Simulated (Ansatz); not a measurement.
# Al₂₇O (cell with a defect): what the fields show

```yaml
crystal:
  lattice:
    - [0.00000, 6.06243, -6.06243]
    - [-6.06243, 0.00000, -6.06243]
    - [-6.06243, 6.06243, 0.00000]
  atoms:
    - { symbol: Al, position: [0.65956, 0.67102, 0.99924] }
    - { symbol: Al, position: [0.31825, 0.68928, 0.99627] }
    - { symbol: Al, position: [0.67772, 0.32964, 0.99629] }
    - { symbol: Al, position: [0.99158, 0.67122, 0.99925] }
    - { symbol: Al, position: [0.31830, 0.32949, 0.99622] }
    - { symbol: Al, position: [0.65956, 0.00348, 0.99923] }
    - { symbol: Al, position: [0.98999, 0.33775, 0.00425] }
    - { symbol: Al, position: [0.32666, 0.00113, 0.00440] }
    - { symbol: Al, position: [0.98997, 0.00133, 0.00423] }
    - { symbol: Al, position: [0.65691, 0.66991, 0.33663] }
    - { symbol: Al, position: [0.32035, 0.67119, 0.33803] }
    - { symbol: Al, position: [0.65970, 0.33258, 0.33757] }
    - { symbol: Al, position: [0.99178, 0.67118, 0.33774] }
    - { symbol: Al, position: [0.31813, 0.32962, 0.35595] }
    - { symbol: Al, position: [0.65978, 0.00345, 0.33754] }
    - { symbol: Al, position: [0.99169, 0.33263, 0.33776] }
    - { symbol: Al, position: [0.32031, 0.00384, 0.33806] }
    - { symbol: Al, position: [0.99048, 0.00215, 0.33850] }
    - { symbol: Al, position: [0.65973, 0.67091, 0.67013] }
    - { symbol: Al, position: [0.32023, 0.67125, 0.67070] }
    - { symbol: Al, position: [0.65964, 0.33258, 0.67013] }
    - { symbol: Al, position: [0.99033, 0.67207, 0.66869] }
    - { symbol: Al, position: [0.32662, 0.33771, 0.66784] }
    - { symbol: Al, position: [0.66112, 0.00188, 0.66840] }
    - { symbol: Al, position: [0.98990, 0.33769, 0.66797] }
    - { symbol: Al, position: [0.32662, 0.00117, 0.66786] }
    - { symbol: Al, position: [0.99025, 0.00221, 0.66870] }
    - { symbol: O, position: [0.40786, 0.41958, 0.08626] }
```

Computed without spin polarisation.

These are results of Ansatz, DFT PBE, scalar-relativistic, plane waves, PAW, not measurements.

Core electrons are frozen (PAW), and the valence fields are smoothed inside the atomic spheres.

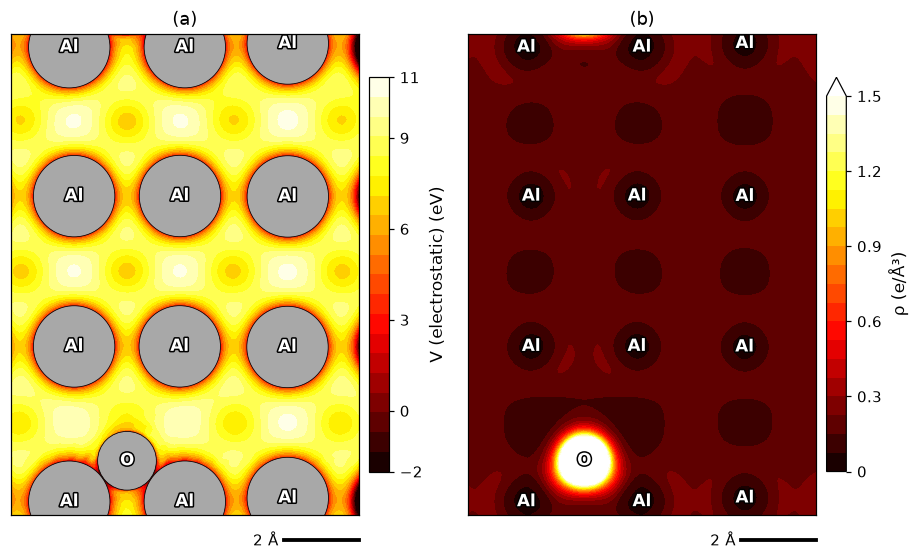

Figure 1. (a) electrostatic potential energy of an electron; (b) valence charge density (pseudo) on the (011̄) plane of the calculation cell. Grey discs cover the atomic cores in the potential map.

What do the fields say about this system?

Answer.
- The plane passes through Al and O nuclei.
- Al–O (1.89 Å): ρ is about 0.59 e/Å³ halfway.
- Between the atoms the lowest density in this plane is 0.09 e/Å³.
- Outside the cores the potential energy rises away from the atoms and is highest about 2.0 Å from the nearest atoms; its zero is arbitrary.

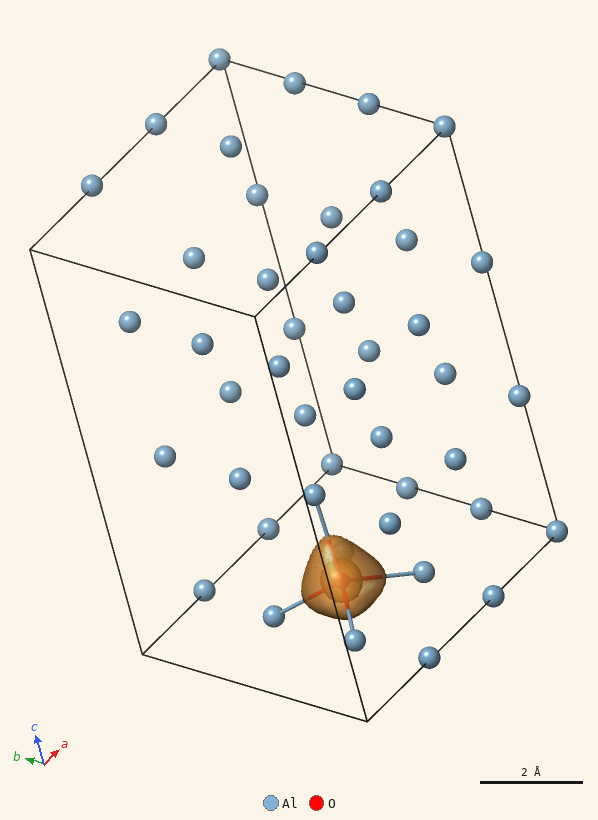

Figure 2. Isosurface of the electron localisation function at 0.75 (orange), seen at an oblique angle. Only the valence region is drawn (cores and ρ < 0.01 e/Å³ removed). Sticks mark near contacts.

What do the ELF domains correspond to?

Answer. The ELF exceeds this value in one region on O in which the atom's valence shell and bonds are merged, counted in one cell of 28 atoms. Any copies at cell faces, edges or corners count once.


Al–O (1.89 Å): the ELF peaks at about 0.85 in the valence shell of O, 0.7 Å from its nucleus, and is about 0.80 at the midpoint.

Does the calculation give a band gap?

Answer. It is metallic or semimetallic at this level of theory: no gap opens.
